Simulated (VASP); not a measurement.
Mo: single-point calculation (part 2 of 2)

Continued. System: Mo (48 atoms in the cell). Method: Kohn-Sham DFT of a periodic cell, r2SCAN, VASP PAW PBE potentials, recommended, no spin polarisation (VASP 6.6.1); cutoff 450 eV, 1×1×1 k-mesh, Gaussian smearing of 0.05 eV. The structure derives from a Materials Project entry. It belongs to a series of runs on one base structure; here: ranks NCORE KPAR = ranks=8 NCORE=1 KPAR=1; supercell [4, 4, 3], atoms moved at random by about 0.05 A. The settings are looser than a standard set-up, so the numbers are not reference values.

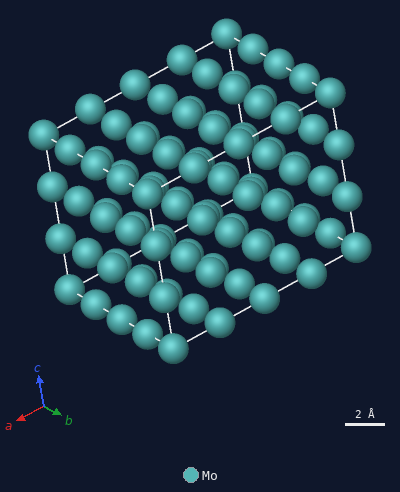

Figure 1. The input geometry (spheres-only view of the cell of the calculation, seen at an oblique angle).

Parts of OUTCAR, continued:
```
    212       7.6508      2.00000
    213       7.6689      2.00000
    214       7.6779      2.00000
    215       7.7345      2.00000
    216       7.7548      2.00000
    217       7.8441      2.00000
    218       7.8544      2.00000
    219       7.9025      2.00000
    220       7.9095      2.00000
    221       8.0409      2.00000
    222       8.0661      2.00000
    223       8.0806      2.00000
    224       8.0933      2.00000
    225       8.1095      2.00000
    226       8.1262      2.00000
    227       8.1317      2.00000
    228       8.1453      2.00000
    229       8.1557      2.00000
    230       8.1631      2.00000
    231       8.1719      2.00000
    232       8.1861      2.00000
    233       8.1963      2.00000
    234       8.2144      2.00000
    235       8.2931      2.00000
    236       8.3088      2.00000
    237       8.3201      2.00000
    238       8.3266      2.00000
    239       8.3351      2.00000
    240       8.3582      2.00000
    241       8.4724      2.00000
    242       8.4788      2.00000
    243       8.5009      2.00000
    244       8.5066      2.00000
    245       8.7306      2.00000
    246       8.7482      2.00000
    247       8.7558      2.00000
    248       8.8305      2.00000
    249       8.8351      2.00000
    250       8.8647      2.00000
    251       8.8868      2.00000
    252       8.9047      2.00000
    253       8.9093      2.00000
    254       9.0509      2.00000
    255       9.0745      2.00000
    256       9.0808      2.00000
    257       9.1303      2.00000
    258       9.2015      2.00000
    259       9.2158      2.00000
    260       9.2263      2.00000
    261       9.2381      2.00000
    262       9.2511      2.00000
    263       9.2615      2.00000
    264       9.2641      2.00000
    265       9.2769      2.00000
    266       9.2912      2.00000
    267       9.2951      2.00000
    268       9.3128      2.00000
    269       9.3275      2.00000
    270       9.3439      2.00000
    271       9.3513      2.00000
    272       9.3596      2.00000
    273       9.3825      2.00000
    274       9.4481      2.00000
    275       9.4646      2.00000
    276       9.4674      2.00000
    277       9.4728      2.00000
    278       9.4807      2.00000
    279       9.5104      2.00000
    280       9.5146      2.00000
    281       9.5620      2.00000
    282       9.6397      2.00000
    283       9.6744      2.00000
    284       9.6874      2.00000
    285       9.7072      2.00000
    286       9.7317      2.00000
    287       9.7444      2.00000
    288      10.0565      2.00000
    289      10.0838      2.00000
    290      10.3748      2.00000
    291      10.3939      2.00000
    292      10.4086      2.00000
    293      10.4234      2.00000
    294      10.4344      2.00000
    295      10.4500      2.00000
    296      10.4656      2.00000
    297      10.4689      2.00000
    298      10.4915      2.00000
    299      10.5008      2.00000
    300      10.5258      2.00000
    301      10.5457      2.00000
    302      10.5877      2.00000
    303      10.5909      2.00000
    304      10.5974      2.00000
    305      10.6011      2.00000
    306      10.6137      2.00000
    307      10.6309      2.00000
    308      10.6393      2.00000
    309      10.6540      2.00000
    310      10.6740      2.00000
    311      10.7114      2.00000
    312      10.7367      2.00000
    313      10.8128      2.00000
    314      10.8379      2.00000
    315      10.8901      2.00000
    316      10.9234      2.00000
    317      11.0346      2.00000
    318      11.0650      2.00000
    319      11.2064      2.00000
    320      11.2204      2.00000
    321      11.2237      2.00000
    322      11.2337      2.00000
    323      11.4162      2.00000
    324      11.4629      2.00000
    325      11.5813      2.00000
    326      11.6307      2.00000
    327      11.6465      2.00000
    328      11.6812      2.00000
    329      11.6999      2.00000
    330      11.7345      2.00000
    331      11.8316      2.00000
    332      11.8425      2.00000
    333      12.0384      2.00000
    334      12.0577      2.00000
    335      12.2912      1.53084
    336      12.2956      1.45200
    337      12.3353      0.60109
    338      12.3455      0.41607
    339      13.1834      0.00000
    340      13.2191      0.00000
    341      13.2456      0.00000
    342      13.2517      0.00000
    343      13.2643      0.00000
    344      13.2989      0.00000
    345      13.3146      0.00000
    346      13.3197      0.00000
    347      13.3630      0.00000
    348      13.3943      0.00000
 [bands above 348 left out]

------------------------ aborting loop because EDIFF is reached ----------------------------------------

  FORCE on cell =-STRESS in cart. coord.  units (eV):
  Direction    XX          YY          ZZ          XY          YZ          ZX
  --------------------------------------------------------------------------------------
  -------------------------------------------------------------------------------------
  Total       -6.8111577     -4.2354125    -14.0175179    -26.0997477      6.4078494      6.1533044
  in kB      -14.3061209     -8.8960388    -29.4423232    -54.8197773     13.4590143     12.9243692
  external PRESSURE =     -17.5481610 kB  Pullay stress =       0.0000000 kB

 VOLUME and BASIS-vectors are now :
 -----------------------------------------------------------------------------
  energy-cutoff  :      450.00
  volume of cell :      762.80
      direct lattice vectors                 reciprocal lattice vectors
    -6.335235888  6.335235888  6.335235888     0.000000000  0.078923659  0.078923659
     6.335235888 -6.335235888  6.335235888     0.078923659  0.000000000  0.078923659
     4.751426916  4.751426916 -4.751426916     0.105231546  0.105231546  0.000000000

 POSITION                                       TOTAL-FORCE (eV/Angst)
 -----------------------------------------------------------------------------------
      0.01037      0.02465      0.00992         0.048654     -0.417832     -0.058638
      7.87994     -4.72426      4.76482         0.644204     -0.812413     -0.352762
      9.48675     -3.15019      3.17856         0.546431     -0.505509     -0.298519
      1.59263     -1.58296      1.60021        -0.345596      0.258271     -0.409866
     -3.18971      6.33035      6.32078         0.131687      0.052265      0.238233
     -1.56585      7.92024      4.74265        -0.595203     -0.029269      0.099534
      1.56036      7.91133      4.75167         0.469851     -0.009236      0.057427
      4.74316     -1.54498      1.61401         0.200196     -0.654107     -0.698925
     -0.08134      6.27857      6.33000         0.901692      0.496225     -0.019890
      9.49019      0.00641      0.00652        -0.094155     -0.064587     -0.229835
      0.06353      3.13426      9.49152        -1.150766      0.648415      0.056944
      7.98033     -1.56441      1.60370        -0.908755     -0.389917     -0.396855
      9.48743     -0.04944      3.17264         0.263664      0.786840     -0.017430
      6.33851     -3.20444      6.31473        -0.415877      0.679464      0.369736
      7.91689     -1.61215      4.74848        -0.134797      0.527443     -0.037252
      0.00286      0.00107      3.15243         0.075215      0.051189      0.085910
      1.60162      1.61055      1.59343        -0.099458     -0.430856     -0.606652
      3.14307      3.18957     -0.01504         0.582416     -0.463575      0.140955
      6.36161      3.13547      0.02744        -0.388696      0.514020     -0.174883
      3.16702     -0.03746      3.15820         0.009004      0.508155      0.260168
      4.75306      1.59199      1.55434        -0.179268     -0.052180      0.178625
      7.88583      1.58979      1.56980         0.574886     -0.214321     -0.108992
      4.75850     -1.56103      4.70196         0.118164     -0.388625      0.468866
      6.34287      0.03674      3.15869         0.130047     -0.657657      0.016036
      7.89472      1.60638      4.75903         0.565939     -0.654761     -0.245507
      4.77831     -1.59417      7.87459        -0.407188      0.166524      0.241316
     -0.00330      6.32186      0.02326        -0.025789      0.054371     -0.449790
      3.17343      6.28631     -0.03585        -0.011738      0.566110      0.434061
      0.02651      3.18801      3.14842        -0.436108     -0.225672      0.154146
      1.58378      4.76479      1.59786         0.073407     -0.277091     -0.511724
      0.02628      0.00770      6.33239        -0.432410     -0.058085     -0.416515
      1.57605      1.61548      4.68390         0.304588     -0.398757      0.822357
      3.16346      3.16860      3.12486         0.160178      0.166873      0.525729
      6.34522      3.14808      3.19349        -0.164161      0.408860     -0.308213
      3.16385      0.02007      6.37180         0.188272     -0.377750     -0.526280
      4.76291      1.55754      4.70600        -0.351751      0.419221      0.557480
     -4.69883      4.74809      4.73077        -0.428329      0.168214      0.197656
     -3.16329      6.32949      3.19318         0.169500      0.060536     -0.265303
      4.75244      1.58423      7.89761         0.192702      0.153408      0.229914
      1.59789      7.88804      1.60378        -0.055596      0.680458     -0.383406
     -1.53809      4.70569      4.67744        -0.721135      0.506877      0.632321
      0.01851      6.41167      3.13759        -0.335964     -0.987757      0.261094
      3.13010      6.35291      3.14240         0.750308     -0.250325      0.397989
     -0.01517      3.15717      6.35120         0.493513      0.032979     -0.304319
      1.57165      4.75976      4.74613         0.296918     -0.088800      0.257196
      4.72609      4.74183      4.72291         0.353139     -0.103268      0.283111
      1.58401      1.55009      7.88626        -0.036533      0.463354      0.230190
      3.21133      3.16602      6.33362        -0.525304      0.142278     -0.375440
 -----------------------------------------------------------------------------------
    total drift:                                0.001193      0.000064     -0.002079

  FREE ENERGIE OF THE ION-ELECTRON SYSTEM (eV)
  ---------------------------------------------------
  free  energy   TOTEN  =     -1248.9009233414 eV

  energy  without entropy=    -1248.8107917476  energy(sigma->0) =    -1248.85585754
```

CONTCAR:
```
Mo
   1.00000000000000
    -6.3352358875999997    6.3352358875999997    6.3352358875999997
     6.3352358875999997   -6.3352358875999997    6.3352358875999997
     4.7514269156999998    4.7514269156999998   -4.7514269156999998
  Mo
    48
Direct
     0.0027279999999976    0.0016010000000009    0.0036849999999973
     0.0032009999999971    0.9979709999999997    0.3320769999999982
     0.0022390000000030    0.9995919999999998    0.6668060000000011
     0.0013620000000003    0.2519909999999967    0.0010180000000020
     0.9984729999999971    0.2471150000000009    0.3304940000000016
     0.9994020000000035    0.2507250000000028    0.6686830000000015
     0.9994099999999975    0.4981679999999997    0.9967200000000034
     0.0054480000000012    0.5017309999999995    0.3365489999999980
     0.9951140000000009    0.4931669999999997    0.6521439999999998
     0.0010199999999969    0.7495150000000024    0.9993419999999986
     0.9964730000000017    0.7541200000000003    0.3365089999999995
     0.0031010000000009    0.7564070000000029    0.6751569999999987
     0.2464939999999984    0.9991789999999980    0.9931740000000033
     0.2454759999999965    0.9986400000000017    0.3298029999999983
     0.2475299999999976    0.9995970000000014    0.6634570000000011
     0.2488859999999988    0.2490269999999981    0.0004139999999992
     0.2528700000000015    0.2521649999999980    0.3380209999999977
     0.2505450000000025    0.2468750000000028    0.6663929999999993
     0.2496280000000013    0.5042469999999994    0.9993920000000003
     0.2462999999999980    0.4992090000000005    0.3293279999999967
     0.2483199999999997    0.4978029999999976    0.6676989999999989
     0.2493669999999995    0.7462730000000022    0.9971340000000026
     0.2478940000000023    0.7466539999999995    0.3364750000000001
     0.2521950000000004    0.7498980000000017    0.6713359999999966
     0.5023809999999997    0.9986800000000002    0.9998149999999981
     0.4956740000000011    0.9986129999999989    0.3350719999999967
     0.5007799999999989    0.0015750000000025    0.6649120000000011
     0.4933089999999964    0.2476290000000034    0.9954630000000009
     0.5000939999999972    0.2505769999999998    0.3382689999999968
     0.5021640000000005    0.2511069999999975    0.6680700000000002
     0.5003829999999994    0.5018499999999975    0.0035760000000025
     0.4971699999999970    0.4940580000000026    0.3358490000000032
     0.4967029999999966    0.4962969999999984    0.6663330000000016
     0.5005000000000024    0.7528300000000030    0.9989950000000007
     0.5044699999999978    0.7525890000000004    0.3350489999999979
     0.4943409999999986    0.7473209999999995    0.6651110000000031
     0.7481059999999999    0.0025210000000015    0.0051839999999999
     0.7515640000000019    0.0023589999999984    0.3331840000000028
     0.7483410000000035    0.9983879999999985    0.6668170000000018
     0.7491290000000035    0.2526879999999991    0.9982189999999989
     0.7405509999999964    0.2477689999999981    0.3333310000000012
     0.7536630000000031    0.2490910000000000    0.6766580000000033
     0.7494039999999984    0.4950479999999970    0.9979110000000020
     0.7504350000000031    0.5000619999999998    0.3306370000000030
     0.7502399999999980    0.4986219999999975    0.6662639999999982
     0.7469919999999988    0.7457500000000010    0.9963240000000013
     0.7447510000000008    0.7474279999999993    0.3298059999999978
     0.7497460000000018    0.7533219999999972    0.6710980000000006

  0.00000000E+00  0.00000000E+00  0.00000000E+00
  0.00000000E+00  0.00000000E+00  0.00000000E+00
  0.00000000E+00  0.00000000E+00  0.00000000E+00
  0.00000000E+00  0.00000000E+00  0.00000000E+00
  0.00000000E+00  0.00000000E+00  0.00000000E+00
  0.00000000E+00  0.00000000E+00  0.00000000E+00
  0.00000000E+00  0.00000000E+00  0.00000000E+00
  0.00000000E+00  0.00000000E+00  0.00000000E+00
  0.00000000E+00  0.00000000E+00  0.00000000E+00
  0.00000000E+00  0.00000000E+00  0.00000000E+00
  0.00000000E+00  0.00000000E+00  0.00000000E+00
  0.00000000E+00  0.00000000E+00  0.00000000E+00
  0.00000000E+00  0.00000000E+00  0.00000000E+00
  0.00000000E+00  0.00000000E+00  0.00000000E+00
  0.00000000E+00  0.00000000E+00  0.00000000E+00
  0.00000000E+00  0.00000000E+00  0.00000000E+00
  0.00000000E+00  0.00000000E+00  0.00000000E+00
  0.00000000E+00  0.00000000E+00  0.00000000E+00
  0.00000000E+00  0.00000000E+00  0.00000000E+00
  0.00000000E+00  0.00000000E+00  0.00000000E+00
  0.00000000E+00  0.00000000E+00  0.00000000E+00
  0.00000000E+00  0.00000000E+00  0.00000000E+00
  0.00000000E+00  0.00000000E+00  0.00000000E+00
  0.00000000E+00  0.00000000E+00  0.00000000E+00
  0.00000000E+00  0.00000000E+00  0.00000000E+00
  0.00000000E+00  0.00000000E+00  0.00000000E+00
  0.00000000E+00  0.00000000E+00  0.00000000E+00
  0.00000000E+00  0.00000000E+00  0.00000000E+00
  0.00000000E+00  0.00000000E+00  0.00000000E+00
  0.00000000E+00  0.00000000E+00  0.00000000E+00
  0.00000000E+00  0.00000000E+00  0.00000000E+00
  0.00000000E+00  0.00000000E+00  0.00000000E+00
  0.00000000E+00  0.00000000E+00  0.00000000E+00
  0.00000000E+00  0.00000000E+00  0.00000000E+00
  0.00000000E+00  0.00000000E+00  0.00000000E+00
  0.00000000E+00  0.00000000E+00  0.00000000E+00
  0.00000000E+00  0.00000000E+00  0.00000000E+00
  0.00000000E+00  0.00000000E+00  0.00000000E+00
  0.00000000E+00  0.00000000E+00  0.00000000E+00
  0.00000000E+00  0.00000000E+00  0.00000000E+00
  0.00000000E+00  0.00000000E+00  0.00000000E+00
  0.00000000E+00  0.00000000E+00  0.00000000E+00
  0.00000000E+00  0.00000000E+00  0.00000000E+00
  0.00000000E+00  0.00000000E+00  0.00000000E+00
  0.00000000E+00  0.00000000E+00  0.00000000E+00
  0.00000000E+00  0.00000000E+00  0.00000000E+00
  0.00000000E+00  0.00000000E+00  0.00000000E+00
  0.00000000E+00  0.00000000E+00  0.00000000E+00
```

Results in brief:

- outcome: converged
- space group (tolerance 0.01 Å): P1 (1)
- electrons treated: 672
- free energy: −1248.9009 eV
- Fermi energy: 12.317 eV
- gap on the k-point mesh: 0.04 eV
- pressure: −1.75 GPa
- largest force (length of the vector): 1.322 eV/Å
- wall time: 4.3 min (CPU time 34 min)
- peak memory: 0.43 GiB

Settings chosen away from the usual ones: ranks NCORE KPAR = ranks=8 NCORE=1 KPAR=1; supercell [4, 4, 3], atoms moved at random by about 0.05 A. The settings depart from the standard set-up of this series, which can bear on the numbers. Points of doubt noted for this run: coarse k mesh.
